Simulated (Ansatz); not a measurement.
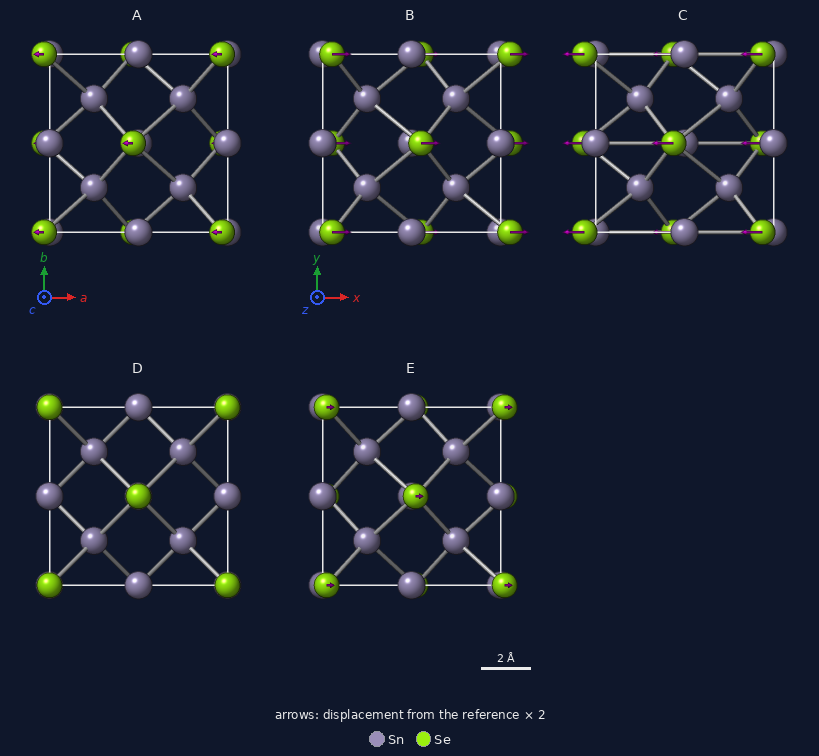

Energy scan for crystalline Sn₃Se (Fm-3m), in which the Se atom (one in each cell of 4 atoms) is moved along Cartesian [1 0 0], all else fixed. A ball-and-stick model of the conventional cell (4 times the calculation's cell), seen along the c axis. Purple arrows: displacements from the reference. Lengths and directions refer to the drawn axes.

The calculation used Ansatz, DFT PBEsol, scalar-relativistic, plane waves, PAW. (plane-wave cutoff 420 eV; k-point mesh 12 × 12 × 12; occupations gaussian; smearing width 0.15 eV; no spin polarisation). Energies (free energies at the smearing named) are counted from the relaxed crystal.

Rank the frames from lowest to highest energy.

Answer. Lowest first: D (the displacement 0.00 Å, 0.0 meV/cell), E (the displacement 0.1688 Å, 15.5 meV/cell), A (the displacement −0.225 Å, 27.7 meV/cell), B (the displacement 0.3938 Å, 87.3 meV/cell), C (the displacement −0.45 Å, 115.8 meV/cell). Over the whole scan: the lowest computed point lies at the displacement 0.00 Å (0.0 meV/cell). The end points stand at 115.8 meV/cell (−0.45 Å) and 115.8 meV/cell (0.45 Å). The curvature at zero is about 1.1 eV/Å². The well is symmetric. At the highest point the shortest interatomic distance is 2.93 Å, against 3.17 Å in the reference. The distortion takes the space group from Fm-3m to I4mm.
